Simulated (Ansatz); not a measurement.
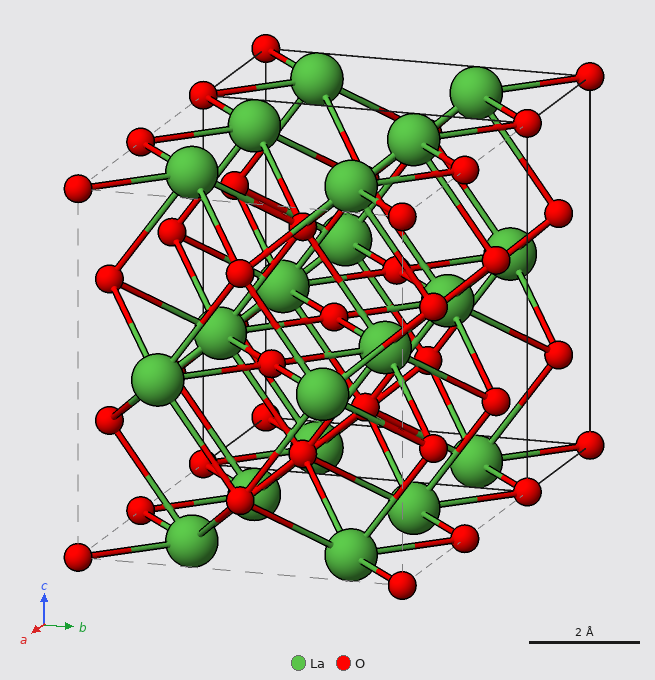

Figure: ball-and-stick view slightly off an axis. The picture spans 3×1×1 cells, one conventional unit cell being drawn with solid lines.

La$_{2}$O$_{3}$, space group Immm (No. 71), a = 3.55 Å, b = 6.27 Å, c = 6.98 Å, α = 90.00°, β = 90.00°, γ = 90.00°.

Method used: DFT PBE, scalar-relativistic, plane waves, PAW in Ansatz 0.2.0. It ran with plane waves up to 420 eV, k-points about 0.17 Å⁻¹ apart, Gaussian smearing of 0.02 eV, no spin polarisation.

How large a gap does the method give, if there is one?

A semiconductor at this level, with a gap of 0.47 eV on the k-mesh (the true edges may lie between mesh points, so the gap can be somewhat smaller).

The initial geometry was a structure type filled with these elements by a generator (whether the compound takes this form wasn't checked). The geometry was optimised with Ansatz, DFT PBE, scalar-relativistic, plane waves, PAW.
